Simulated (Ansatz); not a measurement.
System: W (slab).

Input

```
crystal:
  lattice:
    - [3.1835586448, 0.0, 0.0]
    - [0.0, 3.1835586448, 0.0]
    - [0.0, 0.0, 26.1424552568]
  atoms:
    - { symbol: W, position: [0.5, 0.5, 0.2868896562] }
    - { symbol: W, position: [0.0, 0.0, 0.3477783258] }
    - { symbol: W, position: [0.5, 0.5, 0.4086669955] }
    - { symbol: W, position: [0.0, 0.0, 0.4695556652] }
    - { symbol: W, position: [0.5, 0.5, 0.5304443348] }
    - { symbol: W, position: [0.0, 0.0, 0.5913330045] }
    - { symbol: W, position: [0.5, 0.5, 0.6522216742] }
    - { symbol: W, position: [0.0, 0.0, 0.7131103438] }
basis:
  ecutwfc: 420
kpoints:
  mp_grid: { grid: [11, 11, 1] }
hamiltonian:
  xc: pbe
scf:
  occupations: { method: gaussian, width: 0.1 }
output:
  forces: true
  stress: true
  eigenvalues: true
  write_density: true
  write_potential: true
  elf: true
  volumetric_format: npy
efield:
  axis: 3
  dipole_correction: true
  ramp_width: 0.04
```

Launched as:

```sh
ansatz run input.yaml --threads 1 --pin off --max-ram 2560MiB --backend cpu --events-out ev --progress --plain --runs-dir out
```

Changed on purpose from its base cell (repeats removed: -1); not relaxed (largest force 1.8 eV/Å).

Computed with DFT PBE, scalar-relativistic, plane waves, PAW (Ansatz).

> What can the converged valence pseudo-density and electron localisation function tell about the bonding?

W–W (2.76 Å): the density is about 0.41 e/Å³ at the midpoint; the ELF is about 0.40 at the midpoint.

> Does the calculation make it a metal, or give it a gap?

It is metallic or semimetallic at this level of theory: no gap opens.

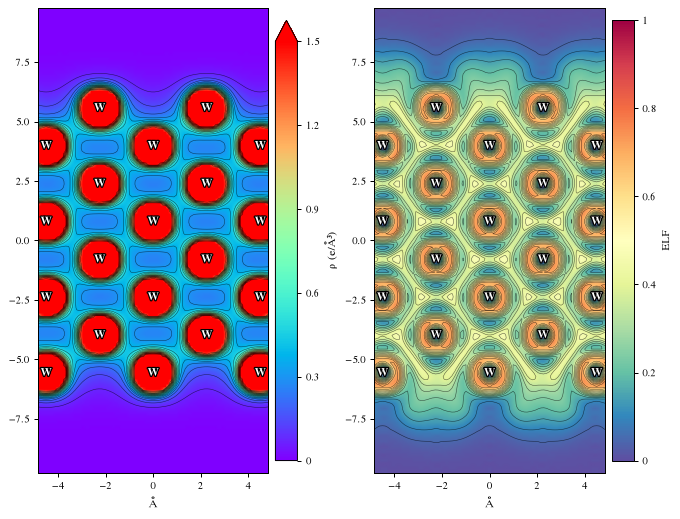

Computed valence pseudo-density and electron localisation function on the (11̄0) plane of the calculation cell, a cut from vacuum to vacuum, in this order. 

The density is the valence pseudo-density of a PAW calculation; it isn't the true density close to the nuclei.
